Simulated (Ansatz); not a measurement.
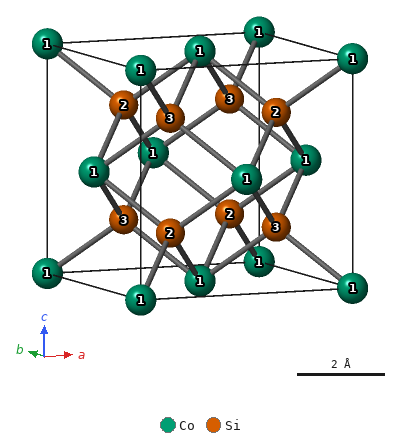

Fig. 1: The starting structure (ball-and-stick view of the cell 4 times as large as that of the calculation, set on its symmetry axes, seen slightly off an axis; atoms are numbered from 1 in the order of the input). An atom can appear more than once, as a periodic image. Near neighbours in the periodic cell (some may lie outside the picture): Co has 8 Si at 2.32 Å; Si has 4 Co at 2.32 Å.

# Geometry relaxation, with input and output: CoSi$_{2}$ (part 1 of 2)

- system: CoSi$_{2}$ (Fm-3m, 3 atoms in the cell)
- method: DFT PBEsol, scalar-relativistic, plane waves, PAW, no spin polarisation (Ansatz 0.2.0)

The structure derives from an entry of the Crystallography Open Database. Figures and captions count atoms from 1; the log counts them from 0 in places.

**The input**
```yaml
crystal:
  lattice:
    - [0.0, 2.6825, 2.6825]
    - [2.6825, 0.0, 2.6825]
    - [2.6825, 2.6825, 0.0]
  atoms:
    - { symbol: Co, position: [0.0, 0.0, 0.0] }
    - { symbol: Si, position: [0.25, 0.25, 0.25] }
    - { symbol: Si, position: [0.75, 0.75, 0.75] }
basis:
  ecutwfc: 420
kpoints:
  mp_grid: { grid: [14, 14, 14] }
hamiltonian:
  xc: pbesol
scf:
  occupations: { method: gaussian, width: 0.1 }
output:
  forces: true
  stress: true
  eigenvalues: true
  write_density: true
  write_potential: true
  elf: true
  volumetric_format: npy
relax:
  adjacent_minimum: "off"
  f_tol: 0.005
  max_steps: 80
  cell: { stress_tol: 0.05 }
```

Hardware: 2 threads of Arm Neoverse V1, 24 GiB of memory available, shared host.

Launch command:
```bash
ansatz run input.yaml --threads 2 --pin off --max-ram 5120MiB --backend cpu --events-out ev --progress --plain --runs-dir out
```

**What the program printed**
```
Engine: ansatz 0.2.0, aarch64-unknown-linux-gnu
Pseudopotentials: kind: paw
Pseudopotential: Co, paw, valence charge 17, recommended cutoff 420 eV (normal), Co.paw.azcp
Pseudopotential: Si, paw, valence charge 4, recommended cutoff 420 eV (normal), Si.paw.azcp
Functional definition: PBEsol
  exchange = pbesol_x
  correlation = pbesol_c
Crystal: 3 atoms, lattice volume = 38.606 Å³
Basis set: ecut = 420 eV, 749 PW (Γ), exchange–correlation on 54×54×54 points (8 copies of the dense FFT grid, shifted against one another)
Bands: 17, of which v1, the nominal top of the filled ones, is band 13 counted from 1 (12 counted from 0)
Symmetry: 48 space group operations
Space group: Fm-3m (ITA 225), of the structure as read, at distance tolerance 3.4e-5 Å
k-points: 104 of 2744
Non-local potential: Co, projectors of the file, l = 0: 3, l = 1: 2, l = 2: 3, l = 3: 1
Non-local potential: Si, projectors of the file, l = 0: 2, l = 1: 2, l = 2: 2
PAW form: soft (Blöchl's): semilocal exchange-correlation on the pseudo side does not see the compensation charge
PAW frozen core: Co, regenerated for the run's functional, and the local potential with it (the file was generated under x = pbe(κ = 0.804, μ = 0.2195149727645171), c = pbe(β = 0.06672455060314922))
PAW frozen core: Si, regenerated for the run's functional, and the local potential with it (the file was generated under x = pbe(κ = 0.804, μ = 0.2195149727645171), c = pbe(β = 0.06672455060314922))
PAW one-centre angular grid: Co, 590 points (default); XC on 64 Gauss nodes
PAW one-centre angular grid: Si, 110 points (default); XC on 64 Gauss nodes
Initial density: superposition of atomic densities (neutral atoms: chi_scale 0, normalization atom), corrected by the library's trained network
Initial wavefunctions: pseudopotential atomic-orbital guess
Functional: x = pbesol(κ = 0.804, μ = 0.12345679012345678), c = pbesol(β = 0.046)
SCF iter   1: F=—  HF=-6337.711314 eV  |F-HF|=—  |Δ(HF+E_count)|=         —  Δρ=1.73e-2  dr2=8.08e-2  ethr=1.77e-3  ⟨swp⟩=5.1  Hψ=9092  notcnv=0
preconditioner: auto → Kerker (q_TF=auto, 2.538 Å⁻¹)  [metal: Δε(μ)=0.025 eV  Ē_g=8.106 eV  σ=0.100 eV  W_gap=0.14  n_scr=14 (ndim 8)  ℏωp=24.6 eV  f_vac=0.002  D(μ)=1.03/eV (n_scr^D=8)]
SCF iter   2: F=—  HF=-6337.704338 eV  |F-HF|=—  |Δ(HF+E_count)|=   6.98e-3  Δρ=5.65e-3  dr2=1.15e-2  ethr=3.23e-4  ⟨swp⟩=2.0  Hψ=2887  notcnv=0  defer=15
SCF iter   3: F=—  HF=-6337.703519 eV  |F-HF|=—  |Δ(HF+E_count)|=   8.18e-4  Δρ=1.11e-3  dr2=9.03e-4  ethr=4.60e-5  ⟨swp⟩=1.1  Hψ=1749  notcnv=0  defer=15
SCF iter   4: F=—  HF=-6337.703565 eV  |F-HF|=—  |Δ(HF+E_count)|=   4.60e-5  Δρ=4.36e-4  dr2=1.02e-4  ethr=3.61e-6  ⟨swp⟩=2.8  Hψ=2712  notcnv=0  defer=15
SCF iter   5: F=—  HF=-6337.703576 eV  |F-HF|=—  |Δ(HF+E_count)|=   1.02e-5  Δρ=8.29e-5  dr2=3.24e-6  ethr=4.09e-7  ⟨swp⟩=2.2  Hψ=2203  notcnv=0  defer=15
SCF iter   6: F=—  HF=-6337.703579 eV  |F-HF|=—  |Δ(HF+E_count)|=   3.46e-6  Δρ=7.96e-5  dr2=1.21e-6  ethr=1.30e-8  ⟨swp⟩=2.0  Hψ=3016  notcnv=0  defer=15
SCF iter   7: F=—  HF=-6337.703579 eV  |F-HF|=—  |Δ(HF+E_count)|=   1.36e-7  Δρ=1.89e-5  dr2=1.01e-7  ethr=4.00e-10  ⟨swp⟩=7.7  Hψ=11537  notcnv=0
SCF iter   8: F=-6337.703579 eV  HF=-6337.703579 eV  |F-HF|=3.44e-9  |Δ(HF+E_count)|=   6.42e-9  Δρ=4.07e-6  dr2=4.86e-9  ethr=4.00e-10  ⟨swp⟩=7.1  Hψ=9010  notcnv=0
SCF 1 converged in 8 iterations: F = -6337.703579 eV  dr2 = 4.86e-9
  greatest PAW one-centre occupation: 1.000 electrons in one spin orbital (limit 2), on the Co atom at site 0 (counted from 0), in its partial waves of l = 1
relax step   1: F+E_penalty+E_count = -6337.70357885 eV  Δ(F+E_penalty+E_count) = +0.000e0 eV  max|allowed force component| = 2.930e-17 eV/Å  Δτ_max = 0.0000 Å  P = -5.388 GPa  Ω = 38.606 Å³  (8 SCF iters, dr2 threshold 1.00e-7 eV, accepted)
Crystal: 3 atoms, lattice volume = 37.931 Å³
Basis set: ecut = 420 eV, 725 PW (Γ), exchange–correlation on 54×54×54 points (8 copies of the dense FFT grid, shifted against one another)
Initial density: handed on by an earlier stage of this run
Initial wavefunctions: those handed on with the density
iter 1 solved again at ethr=3.26e-6 eV; its pass at ethr=3.10e-3 eV (dr2=8.16e-4 eV) is discarded
SCF iter   1: F=—  HF=-6337.720357 eV  |F-HF|=—  |Δ(HF+E_count)|=         —  Δρ=1.55e-3  dr2=7.90e-4  ethr=3.26e-6  ⟨swp⟩=2.0  Hψ=10234  notcnv=0
preconditioner: auto → Kerker (q_TF=auto, 2.545 Å⁻¹)  [metal: Δε(μ)=0.094 eV  Ē_g=8.255 eV  σ=0.100 eV  W_gap=0.42  n_scr=14 (ndim 8)  ℏωp=24.9 eV  f_vac=0.000  D(μ)=1.03/eV (n_scr^D=8)]
SCF iter   2: F=—  HF=-6337.720206 eV  |F-HF|=—  |Δ(HF+E_count)|=   1.51e-4  Δρ=8.44e-4  dr2=3.77e-4  ethr=3.16e-6  ⟨swp⟩=1.0  Hψ=1768  notcnv=0
SCF iter   3: F=—  HF=-6337.720120 eV  |F-HF|=—  |Δ(HF+E_count)|=   8.62e-5  Δρ=3.82e-4  dr2=1.02e-4  ethr=1.51e-6  ⟨swp⟩=1.0  Hψ=1768  notcnv=0
SCF iter   4: F=—  HF=-6337.720105 eV  |F-HF|=—  |Δ(HF+E_count)|=   1.53e-5  Δρ=8.07e-5  dr2=3.17e-6  ethr=4.07e-7  ⟨swp⟩=2.3  Hψ=2654  notcnv=0
SCF iter   5: F=—  HF=-6337.720106 eV  |F-HF|=—  |Δ(HF+E_count)|=   1.28e-6  Δρ=9.01e-5  dr2=2.56e-6  ethr=1.27e-8  ⟨swp⟩=2.2  Hψ=3035  notcnv=0
SCF iter   6: F=-6337.720106 eV  HF=-6337.720106 eV  |F-HF|=4.62e-8  |Δ(HF+E_count)|=   3.51e-8  Δρ=2.28e-5  dr2=1.67e-7  ethr=1.20e-9  ⟨swp⟩=7.4  Hψ=10884  notcnv=0
SCF 2 converged in 6 iterations: F = -6337.720106 eV  dr2 = 1.67e-7
relax step   2: F+E_penalty+E_count = -6337.72010584 eV  Δ(F+E_penalty+E_count) = -1.653e-2 eV  max|allowed force component| = 1.696e-16 eV/Å  Δτ_max = 0.0000 Å  P = -2.256 GPa  Ω = 37.931 Å³  energy of the carried Pulay correction = +3.364e-4 eV  (6 SCF iters, dr2 threshold 3.00e-7 eV, accepted)
Crystal: 3 atoms, lattice volume = 37.460 Å³
iter 1 solved again at ethr=1.56e-6 eV; its pass at ethr=3.10e-3 eV (dr2=3.89e-4 eV) is discarded
SCF iter   1: F=—  HF=-6337.723649 eV  |F-HF|=—  |Δ(HF+E_count)|=         —  Δρ=1.11e-3  dr2=4.04e-4  ethr=1.56e-6  ⟨swp⟩=1.9  Hψ=10233  notcnv=0
preconditioner: auto → Kerker (q_TF=auto, 2.550 Å⁻¹)  [metal: Δε(μ)=0.095 eV  Ē_g=8.344 eV  σ=0.100 eV  W_gap=0.42  n_scr=14 (ndim 8)  ℏωp=25.0 eV  f_vac=0.000  D(μ)=1.02/eV (n_scr^D=8)]
SCF iter   2: F=—  HF=-6337.723578 eV  |F-HF|=—  |Δ(HF+E_count)|=   7.11e-5  Δρ=6.08e-4  dr2=1.93e-4  ethr=1.56e-6  ⟨swp⟩=1.0  Hψ=1768  notcnv=0
SCF iter   3: F=—  HF=-6337.723528 eV  |F-HF|=—  |Δ(HF+E_count)|=   4.95e-5  Δρ=2.74e-4  dr2=5.19e-5  ethr=7.74e-7  ⟨swp⟩=1.0  Hψ=1768  notcnv=0
SCF iter   4: F=—  HF=-6337.723518 eV  |F-HF|=—  |Δ(HF+E_count)|=   9.95e-6  Δρ=5.91e-5  dr2=1.62e-6  ethr=2.08e-7  ⟨swp⟩=2.2  Hψ=2652  notcnv=0
SCF iter   5: F=—  HF=-6337.723519 eV  |F-HF|=—  |Δ(HF+E_count)|=   7.06e-7  Δρ=6.67e-5  dr2=1.37e-6  ethr=6.47e-9  ⟨swp⟩=2.0  Hψ=3044  notcnv=0
SCF iter   6: F=-6337.723519 eV  HF=-6337.723519 eV  |F-HF|=3.20e-8  |Δ(HF+E_count)|=   1.18e-8  Δρ=1.74e-5  dr2=9.26e-8  ethr=1.20e-9  ⟨swp⟩=7.2  Hψ=10771  notcnv=0
SCF 3 converged in 6 iterations: F = -6337.723519 eV  dr2 = 9.26e-8
relax step   3: F+E_penalty+E_count = -6337.72351890 eV  Δ(F+E_penalty+E_count) = -3.413e-3 eV  max|allowed force component| = 1.049e-16 eV/Å  Δτ_max = 0.0000 Å  P = +0.122 GPa  Ω = 37.460 Å³  energy of the carried Pulay correction = +5.750e-4 eV  (6 SCF iters, dr2 threshold 3.00e-7 eV, accepted)
Crystal: 3 atoms, lattice volume = 37.483 Å³
iter 1 solved again at ethr=2.93e-9 eV; its pass at ethr=3.10e-3 eV (dr2=7.32e-7 eV) is discarded
SCF iter   1: F=—  HF=-6337.723516 eV  |F-HF|=—  |Δ(HF+E_count)|=         —  Δρ=4.90e-5  dr2=7.33e-7  ethr=2.93e-9  ⟨swp⟩=2.0  Hψ=9908  notcnv=0
preconditioner: auto → Kerker (q_TF=auto, 2.550 Å⁻¹)  [metal: Δε(μ)=0.094 eV  Ē_g=8.337 eV  σ=0.100 eV  W_gap=0.42  n_scr=14 (ndim 8)  ℏωp=25.0 eV  f_vac=0.000  D(μ)=1.02/eV (n_scr^D=8)]
SCF iter   2: F=—  HF=-6337.723516 eV  |F-HF|=—  |Δ(HF+E_count)|=   2.05e-7  Δρ=2.98e-5  dr2=3.73e-7  ethr=2.93e-9  ⟨swp⟩=1.0  Hψ=1768  notcnv=0
SCF iter   3: F=—  HF=-6337.723516 eV  |F-HF|=—  |Δ(HF+E_count)|=   8.94e-8  Δρ=1.20e-5  dr2=8.94e-8  ethr=1.49e-9  ⟨swp⟩=2.0  Hψ=2635  notcnv=0
iter 4 did not close the SCF: its close was put off for the readings that it lacked (scf_convergence_deferred on its scf_iter line)
SCF iter   4: F=-6337.723516 eV  HF=-6337.723516 eV  |F-HF|=1.23e-9  |Δ(HF+E_count)|=   2.23e-8  Δρ=2.06e-6  dr2=2.65e-9  ethr=3.58e-10  ⟨swp⟩=2.2  Hψ=2639  notcnv=0
iter 5 did not close the SCF: its close was put off for the readings that it lacked (scf_convergence_deferred on its scf_iter line)
SCF iter   5: F=-6337.723516 eV  HF=-6337.723516 eV  |F-HF|=1.40e-9  |Δ(HF+E_count)|=  8.36e-10  Δρ=3.05e-6  dr2=2.56e-9  ethr=1.06e-11  ⟨swp⟩=2.0  Hψ=3049  notcnv=0
SCF iter   6: F=-6337.723516 eV  HF=-6337.723516 eV  |F-HF|=5.46e-12  |Δ(HF+E_count)|=  5.09e-11  Δρ=4.29e-7  dr2=1.03e-10  ethr=1.02e-11  ⟨swp⟩=5.6  Hψ=8625  notcnv=0
SCF 4 converged in 6 iterations: F = -6337.723516 eV  dr2 = 1.03e-10
relax step   4: F+E_penalty+E_count = -6337.72351612 eV  Δ(F+E_penalty+E_count) = +2.787e-6 eV  max|allowed force component| = 7.401e-17 eV/Å  Δτ_max = 0.0000 Å  P = +0.001 GPa  Ω = 37.483 Å³  energy of the carried Pulay correction = +5.631e-4 eV  (6 SCF iters, dr2 threshold 3.75e-8 eV, accepted)
Initial wavefunctions: pseudopotential atomic-orbital guess (no wavefunctions were taken with the density)
iter 1 solved again at ethr=8.35e-7 eV; its pass at ethr=3.10e-3 eV (dr2=2.09e-4 eV) is discarded
SCF iter   1: F=—  HF=-6337.723054 eV  |F-HF|=—  |Δ(HF+E_count)|=         —  Δρ=9.84e-5  dr2=6.04e-7  ethr=8.35e-7  ⟨swp⟩=3.0  Hψ=13450  notcnv=0
eigensolver tolerance schedule: the retry pair's looser diagonalisation over-reported the residual by 344.81 of it (diagonalisation noise at 0.10 of the residual, at the tolerance the schedule requests for it); recorded, not acted on — ethr = c·dr2/N_el stays at c = 1.0e-1
SCF iter   2: F=—  HF=-6337.723057 eV  |F-HF|=—  |Δ(HF+E_count)|=   2.47e-6  Δρ=6.76e-5  dr2=5.35e-7  ethr=2.41e-9  ⟨swp⟩=2.1  Hψ=2896  notcnv=0
SCF iter   3: F=—  HF=-6337.723056 eV  |F-HF|=—  |Δ(HF+E_count)|=   1.57e-7  Δρ=1.39e-5  dr2=2.70e-8  ethr=2.14e-9  ⟨swp⟩=2.0  Hψ=1872  notcnv=0
SCF iter   4: F=—  HF=-6337.723056 eV  |F-HF|=—  |Δ(HF+E_count)|=   5.19e-9  Δρ=1.82e-6  dr2=4.72e-10  ethr=1.08e-10  ⟨swp⟩=2.1  Hψ=2387  notcnv=0
SCF iter   5: F=—  HF=-6337.723056 eV  |F-HF|=—  |Δ(HF+E_count)|=   1.40e-9  Δρ=8.37e-7  dr2=2.81e-10  ethr=1.89e-12  ⟨swp⟩=2.0  Hψ=3052  notcnv=0
SCF iter   6: F=-6337.723056 eV  HF=-6337.723056 eV  |F-HF|=7.28e-12  |Δ(HF+E_count)|=  1.91e-11  Δρ=1.74e-7  dr2=6.35e-12  ethr=1.00e-12  ⟨swp⟩=4.9  Hψ=7835  notcnv=0
SCF 5 converged in 6 iterations: F = -6337.723056 eV  dr2 = 6.35e-12
relax step   5: F+E_penalty+E_count = -6337.72305640 eV  Δ(F+E_penalty+E_count) = +4.597e-4 eV  max|allowed force component| = 1.264e-16 eV/Å  Δτ_max = 0.0000 Å  P = -0.023 GPa  Ω = 37.483 Å³  stress off target by 2.26e-2 GPa  SCF on the basis re-selected at this cell (its energy is not comparable with the rows above)  (6 SCF iters)
```

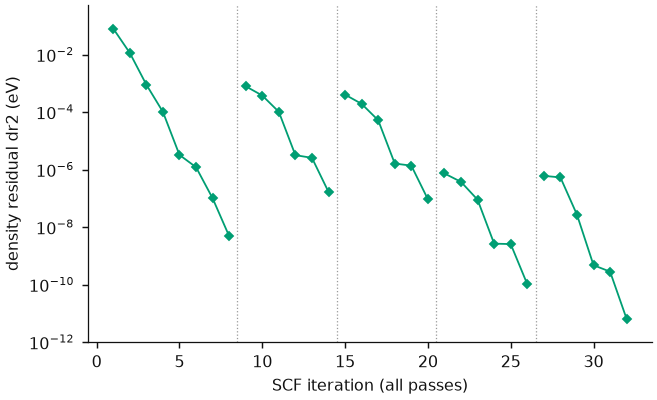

Fig. 2: Convergence of the self-consistent field: density residual dr2 against the SCF iteration. The dotted lines part the SCF passes of the relaxation: geometry steps, rejected trials and re-solves on a re-selected basis. The 5 passes take 6 to 8 iterations each, 32 in all.

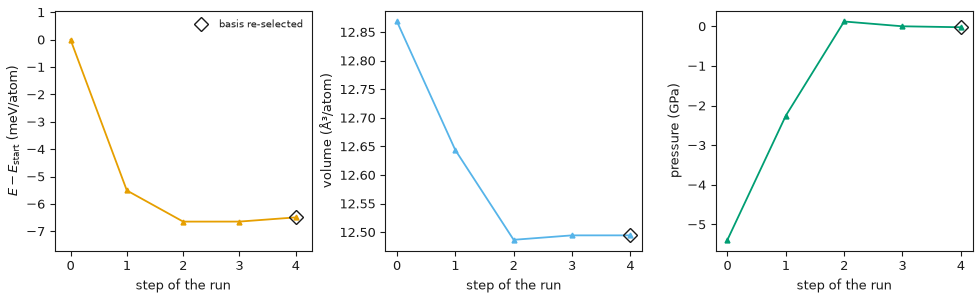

Fig. 3: Progress of the relaxation, step by step (the first geometry is step 0 here and step 1 in the log).
